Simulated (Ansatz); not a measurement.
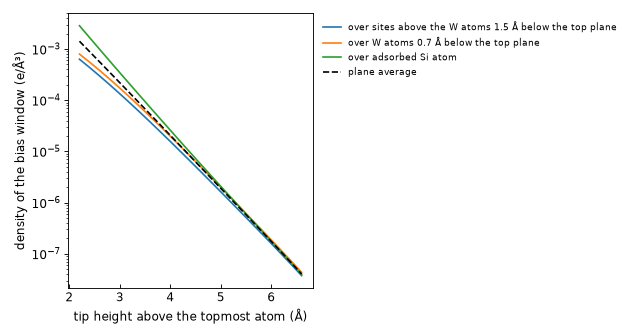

Approach curves over W(111) (Im-3m bulk, 9 atomic planes (those closer than 0.6 Å count as one), 7 Å) with one adsorbed Si per surface cell at a sample bias of +1.50 V.

Tersoff–Hamann simulation (s-wave tip); biases are sample biases. Bias windows are sharp sums over the levels of the k mesh.

The calculation used Ansatz 0.2.0, DFT PBE, scalar-relativistic, plane waves, PAW. Cutoff 420 eV, 15 × 15 k-points, Gaussian smearing 0.1 eV, dipole correction. The slab is a cut without reconstruction beyond its cell, at the source's lattice constants, with its lower half held fixed and the rest relaxed. The adsorbates repeat every 4.5 Å and interact, so states at the Fermi level and the work function belong to this dense array. The adsorbate kept the symmetry of its starting site, so it may sit on a saddle point. No spin polarisation (the relaxation was started with spin and lost its moment; a magnetic state may still lie lower). Spin–orbit coupling is left out; with W it can shift levels and gaps. The run couldn't confirm all of its levels under its output density. The run warns that the functional's potential is rough in the thin density of the vacuum, where the tip is; weak contrasts and barriers may feel it.

Question: How fast does the current decay, and what apparent barrier height does that imply?

Answer: Near 4 Å the plane average falls as exp(−2.38 z/Å), a factor of 11 per ångström, which gives an apparent barrier of 5.4 eV (0.952 eV Å² times the slope squared). The vacuum level lies 5.12 eV above zero bias. The upper edge of the window lies 3.62 eV under it. The apparent barrier is well above 3.62 eV. At 4 Å the 0.50 eV of states nearest the upper edge carry 47 % of the density. The value exceeds even the 5.12 eV between the vacuum level and the deepest states of the window, so their depth alone doesn't explain it. States away from the zone centre decay faster, since their momentum along the surface adds to the barrier, and that may account for the rest.
